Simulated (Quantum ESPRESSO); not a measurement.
# stanene, 1 layer: a series in the field along the normal, part 3 of 4

Wanted: a table for stanene, 1 layer against the field along the normal, and what can be fitted to it.

Quantum ESPRESSO 7.5; plane-wave DFT, PBE, PseudoDojo fully relativistic norm-conserving pseudopotentials.

So far. Step 2 (Relaxing cell and ions of the reference):  The last row is no step: it is a fresh SCF in the final cell with a new plane-wave basis, +40 meV from the row before, a sign that the cell is biased by the basis (Pulay stress). Step 3 (SCF with pw.x, 0 V/Å): By band count these two levels touch or overlap: there is no gap, and they are no band edges.

## 5. Band structure, 0 V/Å

Bands along a path place the edges.

The input, m0.bands.in:

```
&control
  prefix = 'm0.bands'
  outdir = './out'
  pseudo_dir = './pseudo'
  calculation = 'bands'
  tefield = .true.
  dipfield = .true.
/
&system
  ibrav = 0
  nat = 2
  ntyp = 1
  ecutwfc = 64
  ecutrho = 256
  occupations = 'smearing'
  smearing = 'fd'
  degauss = 0.002
  edir = 3
  emaxpos = 0.97
  eopreg = 0.04
  eamp = 0.0
  noncolin = .true.
  lspinorb = .true.
  nbnd = 34
/
&electrons
  conv_thr = 1e-07
  mixing_beta = 0.4
  electron_maxstep = 120
  mixing_mode = 'local-TF'
/
ATOMIC_SPECIES
  Sn  118.7100  Sn.dojo-fr-pbe-0.4-standard.upf
CELL_PARAMETERS angstrom
  4.54255057600000 0.00000000000000 0.00000000000000
  -2.27127528800000 3.93396419600000 0.00000000000000
  0.00000000000000 0.00000000000000 17.85000000000000
ATOMIC_POSITIONS crystal
  Sn  0.666666666700 0.333333333300 0.472888640100
  Sn  0.333333333300 0.666666666700 0.527111359900
K_POINTS crystal_b
4
  0.0000000000 0.0000000000 0.0000000000 10
  0.5000000000 0.0000000000 0.0000000000 10
  0.3333333333 0.3333333333 0.0000000000 10
  0.0000000000 0.0000000000 0.0000000000 1
```

On the command line:

```bash
cp -r out/m0.scf.save out/m0.bands.save
cp out/m0.scf.xml out/m0.bands.xml
OMP_NUM_THREADS=1 mpirun -n 4 pw.x -nk 4 -in m0.bands.in > m0.bands.out
```

The program printed:

```text
[banner, memory and clock lines left out]
Program PWSCF v.7.5 starts

          URL

     Presently no symmetry can be used with electric field

     Atomic positions and unit cell read from directory:
     ./out/m0.bands.save/

     G-vector sticks info

     bravais-lattice index     =            0
     lattice parameter (alat)  =       8.5842  a.u.
     unit-cell volume          =    2152.6082 (a.u.)^3
     number of atoms/cell      =            2
     number of atomic types    =            1
     number of electrons       =        28.00
     number of Kohn-Sham states=           34
     kinetic-energy cutoff     =      64.0000  Ry
     charge density cutoff     =     256.0000  Ry
     Exchange-correlation= PBE
                           (   1   4   3   4   0   0   0)
     Non magnetic calculation with spin-orbit

     celldm(1)=   8.584176  celldm(2)=   0.000000  celldm(3)=   0.000000
     celldm(4)=   0.000000  celldm(5)=   0.000000  celldm(6)=   0.000000

     crystal axes: (cart. coord. in units of alat)
               a(1) = (   1.000000   0.000000   0.000000 )
               a(2) = (  -0.500000   0.866025   0.000000 )
               a(3) = (   0.000000   0.000000   3.929510 )

     reciprocal axes: (cart. coord. in units 2 pi/alat)
               b(1) = (  1.000000  0.577350 -0.000000 )
               b(2) = (  0.000000  1.154701  0.000000 )
               b(3) = (  0.000000 -0.000000  0.254485 )

     PseudoPot. # 1 for Sn read from file:
     ./pseudo/Sn.dojo-fr-pbe-0.4-standard.upf
     Pseudo is Norm-conserving + core correction, Zval = 14.0
     Generated using ONCVPSP code by D. R. Hamann
     Using radial grid of 1668 points, 10 beta functions with:
                l(1) =   0
                l(2) =   0
                l(3) =   1
                l(4) =   1
                l(5) =   1
                l(6) =   1
                l(7) =   2
                l(8) =   2
                l(9) =   2
               l(10) =   2

     atomic species   valence    mass     pseudopotential
     Sn               14.00   118.71000     Sn( 1.00)

     No symmetry found

   Cartesian axes

     site n.     atom                  positions (alat units)
         1        Sn     tau(   1) = (   0.5000000   0.2886751   1.8582209  )
         2        Sn     tau(   2) = (  -0.0000000   0.5773503   2.0712896  )

     number of k points=    31  Fermi-Dirac smearing, width (Ry)=  0.0020
                       cart. coord. in units 2pi/alat
        k(    1) = (   0.0000000   0.0000000   0.0000000), wk =   0.0322581
        k(    2) = (   0.0500000   0.0288675   0.0000000), wk =   0.0322581
        k(    3) = (   0.1000000   0.0577350   0.0000000), wk =   0.0322581
        k(    4) = (   0.1500000   0.0866025   0.0000000), wk =   0.0322581
        k(    5) = (   0.2000000   0.1154701   0.0000000), wk =   0.0322581
        k(    6) = (   0.2500000   0.1443376   0.0000000), wk =   0.0322581
        k(    7) = (   0.3000000   0.1732051   0.0000000), wk =   0.0322581
        k(    8) = (   0.3500000   0.2020726   0.0000000), wk =   0.0322581
        k(    9) = (   0.4000000   0.2309401   0.0000000), wk =   0.0322581
        k(   10) = (   0.4500000   0.2598076   0.0000000), wk =   0.0322581
        k(   11) = (   0.5000000   0.2886751   0.0000000), wk =   0.0322581
        k(   12) = (   0.4833333   0.3175426   0.0000000), wk =   0.0322581
        k(   13) = (   0.4666667   0.3464102   0.0000000), wk =   0.0322581
        k(   14) = (   0.4500000   0.3752777   0.0000000), wk =   0.0322581
        k(   15) = (   0.4333333   0.4041452   0.0000000), wk =   0.0322581
        k(   16) = (   0.4166667   0.4330127   0.0000000), wk =   0.0322581
        k(   17) = (   0.4000000   0.4618802   0.0000000), wk =   0.0322581
        k(   18) = (   0.3833333   0.4907477   0.0000000), wk =   0.0322581
        k(   19) = (   0.3666667   0.5196152   0.0000000), wk =   0.0322581
        k(   20) = (   0.3500000   0.5484828   0.0000000), wk =   0.0322581
        k(   21) = (   0.3333333   0.5773503   0.0000000), wk =   0.0322581
        k(   22) = (   0.3000000   0.5196152   0.0000000), wk =   0.0322581
        k(   23) = (   0.2666667   0.4618802   0.0000000), wk =   0.0322581
        k(   24) = (   0.2333333   0.4041452   0.0000000), wk =   0.0322581
        k(   25) = (   0.2000000   0.3464102   0.0000000), wk =   0.0322581
        k(   26) = (   0.1666667   0.2886751   0.0000000), wk =   0.0322581
        k(   27) = (   0.1333333   0.2309401   0.0000000), wk =   0.0322581
        k(   28) = (   0.1000000   0.1732051   0.0000000), wk =   0.0322581
        k(   29) = (   0.0666667   0.1154701   0.0000000), wk =   0.0322581
        k(   30) = (   0.0333333   0.0577350   0.0000000), wk =   0.0322581
        k(   31) = (   0.0000000   0.0000000   0.0000000), wk =   0.0322581

     Dense  grid:   148683 G-vectors     FFT dimensions: (  45,  45, 180)

     The potential is recalculated from file :
     ./out/m0.bands.save/charge-density

     Adding external electric field

     Computed dipole along edir(3) :
        Dipole                0.0000 Ry au,          0.0000 Debye
        Dipole field          0.0000 Ry au,

        Potential amp.       -0.0000 Ry
        Total length         32.3823 bohr

     Starting wfcs are   36 randomized atomic wfcs

     Band Structure Calculation
     Davidson diagonalization with overlap

     ethr =  3.57E-10,  avg # of iterations = 33.5

     End of band structure calculation

          k = 0.0000 0.0000 0.0000 ( 18433 PWs)   bands (ev):

   -23.4906 -23.4906 -23.4760 -23.4760 -23.4333 -23.4333 -23.3757 -23.3757
   -22.5362 -22.5362 -22.4563 -22.4563 -22.3878 -22.3878 -22.3248 -22.3248
   -22.2894 -22.2894 -22.2195 -22.2195 -11.0541 -11.0541  -4.9355  -4.9355
    -1.8899  -1.8899  -1.4068  -1.4068  -0.8170  -0.8170   0.1481   0.1481
     1.6593   1.6593

          k = 0.0500 0.0289 0.0000 ( 18515 PWs)   bands (ev):

   -23.4905 -23.4905 -23.4763 -23.4763 -23.4330 -23.4330 -23.3759 -23.3759
   -22.5352 -22.5352 -22.4570 -22.4570 -22.3868 -22.3868 -22.3299 -22.3299
   -22.2856 -22.2856 -22.2200 -22.2200 -11.0311 -11.0311  -4.9511  -4.9511
    -2.1046  -2.1046  -1.6115  -1.6115  -0.4558  -0.4558   0.1578   0.1578
     1.6739   1.6739

          k = 0.1000 0.0577 0.0000 ( 18519 PWs)   bands (ev):

   -23.4902 -23.4902 -23.4767 -23.4766 -23.4319 -23.4319 -23.3763 -23.3763
   -22.5321 -22.5321 -22.4586 -22.4586 -22.3838 -22.3838 -22.3410 -22.3410
   -22.2778 -22.2778 -22.2213 -22.2213 -10.9623 -10.9623  -5.0124  -5.0124
    -2.5727  -2.5727  -1.8162  -1.8162  -0.0042  -0.0042   0.2113   0.2113
     1.6808   1.6808

          k = 0.1500 0.0866 0.0000 ( 18571 PWs)   bands (ev):

[...]
-23.4919 -23.4919 -23.4683 -23.4683 -23.4181 -23.4181 -23.3877 -23.3877
   -22.4898 -22.4898 -22.4663 -22.4663 -22.4199 -22.4199 -22.3503 -22.3503
   -22.2555 -22.2555 -22.2315 -22.2315  -9.3605  -9.3605  -7.7859  -7.7859
    -3.0007  -3.0007  -2.7557  -2.7557  -1.1770  -1.1770   0.1436   0.1436
     2.7982   2.7982

          k = 0.4833 0.3175 0.0000 ( 18626 PWs)   bands (ev):

   -23.4921 -23.4921 -23.4681 -23.4681 -23.4185 -23.4185 -23.3874 -23.3874
   -22.4901 -22.4901 -22.4658 -22.4658 -22.4199 -22.4199 -22.3501 -22.3501
   -22.2580 -22.2580 -22.2295 -22.2295  -9.3521  -9.3521  -7.7906  -7.7906
    -3.0966  -3.0966  -2.6940  -2.6940  -1.1811  -1.1811   0.2131   0.2131
     2.7885   2.7885

          k = 0.4667 0.3464 0.0000 ( 18622 PWs)   bands (ev):

   -23.4925 -23.4925 -23.4673 -23.4673 -23.4198 -23.4198 -23.3864 -23.3864
   -22.4909 -22.4909 -22.4645 -22.4645 -22.4198 -22.4198 -22.3494 -22.3494
   -22.2638 -22.2638 -22.2250 -22.2250  -9.3266  -9.3266  -7.8052  -7.8052
    -3.2838  -3.2838  -2.5989  -2.5989  -1.1928  -1.1928   0.4104   0.4104
     2.7532   2.7532

          k = 0.4500 0.3753 0.0000 ( 18643 PWs)   bands (ev):

   -23.4931 -23.4931 -23.4661 -23.4661 -23.4217 -23.4217 -23.3849 -23.3849
   -22.4920 -22.4920 -22.4627 -22.4627 -22.4198 -22.4198 -22.3482 -22.3482
   -22.2710 -22.2710 -22.2199 -22.2199  -9.2843  -9.2843  -7.8311  -7.8311
    -3.4985  -3.4985  -2.5094  -2.5094  -1.2120  -1.2120   0.7098   0.7098
     2.6775   2.6775

          k = 0.4333 0.4041 0.0000 ( 18653 PWs)   bands (ev):

   -23.4938 -23.4938 -23.4645 -23.4645 -23.4240 -23.4240 -23.3832 -23.3832
   -22.4933 -22.4932 -22.4605 -22.4605 -22.4198 -22.4198 -22.3465 -22.3465
   -22.2788 -22.2788 -22.2150 -22.2149  -9.2250  -9.2250  -7.8707  -7.8707
    -3.7165  -3.7165  -2.4229  -2.4229  -1.2404  -1.2404   1.0844   1.0844
     2.5548   2.5548

          k = 0.4167 0.4330 0.0000 ( 18625 PWs)   bands (ev):

   -23.4945 -23.4945 -23.4627 -23.4627 -23.4264 -23.4264 -23.3815 -23.3815
   -22.4944 -22.4944 -22.4581 -22.4581 -22.4198 -22.4198 -22.3442 -22.3442
   -22.2867 -22.2867 -22.2105 -22.2105  -9.1488  -9.1488  -7.9267  -7.9267
    -3.9212  -3.9212  -2.3338  -2.3338  -1.2807  -1.2807   1.5113   1.5113
     2.4040   2.4040

          k = 0.4000 0.4619 0.0000 ( 18631 PWs)   bands (ev):

   -23.4952 -23.4952 -23.4608 -23.4608 -23.4289 -23.4288 -23.3800 -23.3800
   -22.4954 -22.4954 -22.4558 -22.4558 -22.4199 -22.4199 -22.3414 -22.3414
   -22.2944 -22.2944 -22.2069 -22.2069  -9.0559  -9.0559  -8.0019  -8.0019
    -4.1000  -4.1000  -2.2381  -2.2381  -1.3363  -1.3363   1.9675   1.9676
     2.2584   2.2584

          k = 0.3833 0.4907 0.0000 ( 18627 PWs)   bands (ev):

   -23.4958 -23.4958 -23.4589 -23.4589 -23.4311 -23.4311 -23.3788 -23.3788
   -22.4963 -22.4963 -22.4537 -22.4537 -22.4202 -22.4202 -22.3379 -22.3379
   -22.3018 -22.3018 -22.2040 -22.2040  -8.9463  -8.9463  -8.0984  -8.0984
    -4.2443  -4.2443  -2.1336  -2.1336  -1.4100  -1.4100   2.1094   2.1094
     2.4648   2.4648

          k = 0.3667 0.5196 0.0000 ( 18603 PWs)   bands (ev):

   -23.4961 -23.4961 -23.4573 -23.4572 -23.4330 -23.4329 -23.3778 -23.3778
   -22.4968 -22.4968 -22.4520 -22.4520 -22.4204 -22.4204 -22.3340 -22.3340
   -22.3085 -22.3085 -22.2020 -22.2019  -8.8201  -8.8201  -8.2169  -8.2169
    -4.3486  -4.3486  -2.0195  -2.0195  -1.5034  -1.5034   2.0160   2.0160
     2.9298   2.9298

          k = 0.3500 0.5485 0.0000 ( 18595 PWs)   bands (ev):

   -23.4964 -23.4964 -23.4561 -23.4560 -23.4342 -23.4342 -23.3773 -23.3773
   -22.4972 -22.4972 -22.4509 -22.4509 -22.4207 -22.4207 -22.3300 -22.3299
   -22.3143 -22.3143 -22.2007 -22.2007  -8.6780  -8.6780  -8.3563  -8.3563
    -4.4107  -4.4107  -1.8968  -1.8968  -1.6150  -1.6150   1.9575   1.9575
     3.3253   3.3253

          k = 0.3333 0.5774 0.0000 ( 18591 PWs)   bands (ev):

   -23.4965 -23.4965 -23.4556 -23.4556 -23.4347 -23.4347 -23.3771 -23.3771
   -22.4973 -22.4973 -22.4505 -22.4505 -22.4208 -22.4208 -22.3277 -22.3277
   -22.3171 -22.3171 -22.2004 -22.2003  -8.5406  -8.5405  -8.4936  -8.4936
    -4.4309  -4.4309  -1.7963  -1.7963  -1.7124  -1.7123   1.9382   1.9382
     3.4827   3.4827

          k = 0.3000 0.5196 0.0000 ( 18621 PWs)   bands (ev):

   -23.4962 -23.4962 -23.4573 -23.4573 -23.4331 -23.4331 -23.3778 -23.3777
   -22.4970 -22.4970 -22.4522 -22.4522 -22.4200 -22.4200 -22.3340 -22.3340
   -22.3089 -22.3089 -22.2018 -22.2018  -8.8767  -8.8767  -8.1502  -8.1502
    -4.3566  -4.3566  -2.0635  -2.0635  -1.4508  -1.4508   2.0071   2.0071
     3.2087   3.2087

          k = 0.2667 0.4619 0.0000 ( 18625 PWs)   bands (ev):

   -23.4953 -23.4952 -23.4611 -23.4610 -23.4297 -23.4297 -23.3791 -23.3791
   -22.4967 -22.4967 -22.4567 -22.4567 -22.4168 -22.4168 -22.3419 -22.3418
   -22.2961 -22.2961 -22.2058 -22.2058  -9.2606  -9.2606  -7.7240  -7.7240
    -4.1545  -4.1545  -2.3911  -2.3911  -1.1219  -1.1219   2.1668   2.1668
     2.7739   2.7739

          k = 0.2333 0.4041 0.0000 ( 18625 PWs)   bands (ev):

   -23.4939 -23.4939 -23.4655 -23.4655 -23.4266 -23.4266 -23.3803 -23.3803
   -22.4978 -22.4977 -22.4619 -22.4619 -22.4108 -22.4108 -22.3489 -22.3489
   -22.2833 -22.2833 -22.2113 -22.2113  -9.6401  -9.6401  -7.2433  -7.2433
    -3.8564  -3.8564  -2.7061  -2.7061  -0.7788  -0.7788   2.1544   2.1544
     2.3868   2.3868

          k = 0.2000 0.3464 0.0000 ( 18613 PWs)   bands (ev):

   -23.4923 -23.4923 -23.4697 -23.4697 -23.4251 -23.4251 -23.3807 -23.3807
   -22.5016 -22.5016 -22.4652 -22.4652 -22.4019 -22.4019 -22.3556 -22.3556
   -22.2721 -22.2721 -22.2174 -22.2174  -9.9935  -9.9935  -6.7205  -6.7205
    -3.4949  -3.4949  -2.9710  -2.9710  -0.4481  -0.4481   1.8150   1.8150
     2.0372   2.0372

          k = 0.1667 0.2887 0.0000 ( 18629 PWs)   bands (ev):

   -23.4909 -23.4909 -23.4734 -23.4734 -23.4255 -23.4255 -23.3801 -23.3801
   -22.5085 -22.5085 -22.4658 -22.4658 -22.3904 -22.3904 -22.3624 -22.3624
   -22.2646 -22.2646 -22.2225 -22.2225 -10.3067 -10.3067  -6.1795  -6.1795
    -3.2271  -3.2271  -3.0208  -3.0208  -0.1670  -0.1670   1.4511   1.4511
     1.7592   1.7592

          k = 0.1333 0.2309 0.0000 ( 18619 PWs)   bands (ev):

   -23.4899 -23.4899 -23.4759 -23.4758 -23.4272 -23.4272 -23.3788 -23.3788
   -22.5167 -22.5167 -22.4643 -22.4643 -22.3773 -22.3773 -22.3686 -22.3685
   -22.2629 -22.2628 -22.2247 -22.2247 -10.5708 -10.5708  -5.6693  -5.6693
    -3.2540  -3.2540  -2.6330  -2.6330   0.0255   0.0255   1.0971   1.0971
     1.5896   1.5896

          k = 0.1000 0.1732 0.0000 ( 18575 PWs)   bands (ev):

   -23.4897 -23.4897 -23.4768 -23.4768 -23.4294 -23.4294 -23.3775 -23.3775
   -22.5245 -22.5245 -22.4619 -22.4619 -22.3770 -22.3770 -22.3602 -22.3602
   -22.2671 -22.2671 -22.2238 -22.2238 -10.7803 -10.7803  -5.2715  -5.2715
    -3.1032  -3.1032  -2.2398  -2.2398   0.1123   0.1123   0.7236   0.7236
     1.5442   1.5442

          k = 0.0667 0.1155 0.0000 ( 18537 PWs)   bands (ev):

   -23.4900 -23.4900 -23.4768 -23.4768 -23.4315 -23.4315 -23.3765 -23.3765
   -22.5308 -22.5308 -22.4592 -22.4592 -22.3825 -22.3825 -22.3449 -22.3449
   -22.2753 -22.2753 -22.2218 -22.2218 -10.9318 -10.9318  -5.0463  -5.0463
    -2.7055  -2.7055  -1.9082  -1.9082   0.0845   0.0845   0.3018   0.3018
     1.6024   1.6024

          k = 0.0333 0.0577 0.0000 ( 18497 PWs)   bands (ev):

   -23.4905 -23.4905 -23.4764 -23.4764 -23.4329 -23.4329 -23.3759 -23.3759
   -22.5349 -22.5349 -22.4572 -22.4572 -22.3865 -22.3865 -22.3313 -22.3313
   -22.2845 -22.2845 -22.2201 -22.2201 -11.0235 -11.0235  -4.9568  -4.9568
    -2.1694  -2.1694  -1.6475  -1.6475  -0.3748  -0.3748   0.1616   0.1616
     1.6711   1.6711

          k = 0.0000 0.0000 0.0000 ( 18433 PWs)   bands (ev):

   -23.4906 -23.4906 -23.4760 -23.4760 -23.4333 -23.4333 -23.3757 -23.3757
   -22.5362 -22.5362 -22.4563 -22.4563 -22.3878 -22.3878 -22.3248 -22.3248
   -22.2894 -22.2894 -22.2195 -22.2195 -11.0541 -11.0541  -4.9355  -4.9355
    -1.8899  -1.8899  -1.4068  -1.4068  -0.8170  -0.8170   0.1481   0.1481
     1.6593   1.6593

     XML data file, pseudopotentials, collected wavefunctions

                                        0.00s GPU  (     296 calls)
```

It took 1.8 min on 4 MPI ranks of Arm Neoverse V1, shared host; peak memory 0.91 GiB.

Band numbers count within the set of bands kept for display. Electronic bands along the path, in eV, zero at the Fermi level; # counts the bands kept:

```
point     #5     #6     #7     #8    #9   #10   #11   #12
    Γ  -0.18  -0.18   0.30   0.30  0.89  0.89  1.86  1.86
    M  -1.29  -1.29  -1.05  -1.05  0.53  0.53  1.85  1.85
    K  -2.72  -2.72  -0.09  -0.09  0.00  0.00  3.65  3.65
    Γ  -0.18  -0.18   0.30   0.30  0.89  0.89  1.86  1.86
```

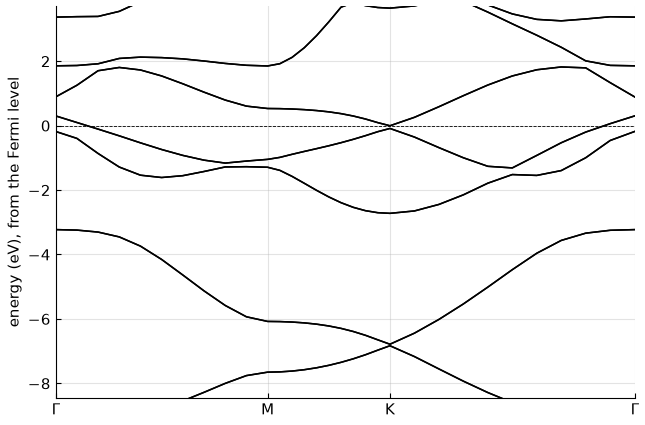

Electronic bands along the path.

By band count these two levels touch or overlap: there is no gap, and they are no band edges.

## 6. SCF with pw.x, 0.1 V/Å

The input, m1.scf.in:

```
&control
  prefix = 'm1.scf'
  outdir = './out'
  pseudo_dir = './pseudo'
  calculation = 'scf'
  tprnfor = .true.
  tefield = .true.
  dipfield = .true.
/
&system
  ibrav = 0
  nat = 2
  ntyp = 1
  ecutwfc = 64
  ecutrho = 256
  occupations = 'smearing'
  smearing = 'fd'
  degauss = 0.002
  edir = 3
  emaxpos = 0.97
  eopreg = 0.04
  eamp = 0.00194469
  noncolin = .true.
  lspinorb = .true.
  nbnd = 34
/
&electrons
  conv_thr = 1e-09
  mixing_beta = 0.4
  electron_maxstep = 120
  mixing_mode = 'plain'
  startingpot = 'file'
/
ATOMIC_SPECIES
  Sn  118.7100  Sn.dojo-fr-pbe-0.4-standard.upf
CELL_PARAMETERS angstrom
  4.54255057600000 0.00000000000000 0.00000000000000
  -2.27127528800000 3.93396419600000 0.00000000000000
  0.00000000000000 0.00000000000000 17.85000000000000
ATOMIC_POSITIONS crystal
  Sn  0.666666666700 0.333333333300 0.472888640100
  Sn  0.333333333300 0.666666666700 0.527111359900
K_POINTS automatic
  6 6 1 0 0 0
```

On the command line:

```bash
cp -r out/m0.scf.save out/m1.scf.save
OMP_NUM_THREADS=1 mpirun -n 4 pw.x -nk 2 -in m1.scf.in > m1.scf.out
```

The program printed:

```text
[banner, memory and clock lines left out]
Program PWSCF v.7.5 starts
[...]
number of electrons       =        28.00
     number of Kohn-Sham states=           34
     kinetic-energy cutoff     =      64.0000  Ry
     charge density cutoff     =     256.0000  Ry
[...]
number of k points=    20  Fermi-Dirac smearing, width (Ry)=  0.0020
[...]
Dense  grid:   148683 G-vectors     FFT dimensions: (  45,  45, 180)
     The initial density is read from file :
[...]
Starting wfcs are   36 randomized atomic wfcs
[...]
estimated scf accuracy    <       0.00511954 Ry
[...]
estimated scf accuracy    <       0.01512846 Ry
[...]
estimated scf accuracy    <       0.00001663 Ry
[...]
estimated scf accuracy    <       0.00002281 Ry
[...]
estimated scf accuracy    <       0.00000068 Ry
[...]
estimated scf accuracy    <       0.00000005 Ry
[...]
estimated scf accuracy    <       0.00000003 Ry
[...]
estimated scf accuracy    <          1.9E-09 Ry
[...]
Computed dipole along edir(3) :
        Dipole                0.0738 Ry au,          0.1875 Debye
        Dipole field          0.0004 Ry au,
        E field amplitude [Ha a.u.]:  1.9447E-03
        Potential amp.        0.0981 Ry
        Total length         32.3823 bohr
[...]
the Fermi energy is    -1.6950 ev
!    total energy              =    -315.01072632 Ry
     estimated scf accuracy    <          7.4E-10 Ry
     smearing contrib. (-TS)   =      -0.00018932 Ry
     internal energy E=F+TS    =    -315.01053700 Ry
[...]
one-electron contribution =    -772.41534084 Ry
     hartree contribution      =     392.84491482 Ry
     xc contribution           =     -87.97227959 Ry
     ewald contribution        =     152.53242379 Ry
     electric field correction =      -0.00025517 Ry
     convergence has been achieved in   9 iterations
[...]
Total force =     0.000259     Total SCF correction =     0.000230
[...]
```

Elapsed: 2.1 min, on 4 MPI ranks; peak memory 1.2 GiB; 8.6 min of CPU time.

Numbers from this step:

| Quantity | Value |
| --- | --- |
| free energy | -4285.9393 eV |
| energy at zero smearing | -4285.9380 eV |
| Fermi energy | -1.695 eV |
| dipole along the normal | 0.03904 e·Å |
| valence top, on the run's zero | -1.394 eV |
| conduction bottom, on the run's zero | -1.705 eV |

By band count these two levels touch or overlap: there is no gap, and they are no band edges.

(Continued in part 4 of 4.)

[Logs are printed without paths, hosts, clocks, repeated set-up lines and the standing remarks that a program may print on its own settings, such as how far it seeks lower states.]

[Hosts, paths, dates, database ids (printed as entryN), source tags and the programs' standing remarks are cut or masked in the printed files.]

[Maps of the electrostatic potential energy from Ansatz leave out the sawtooth potential of an applied field or a dipole correction, so their vacuum need not be flat; planar profiles and work functions include it.]
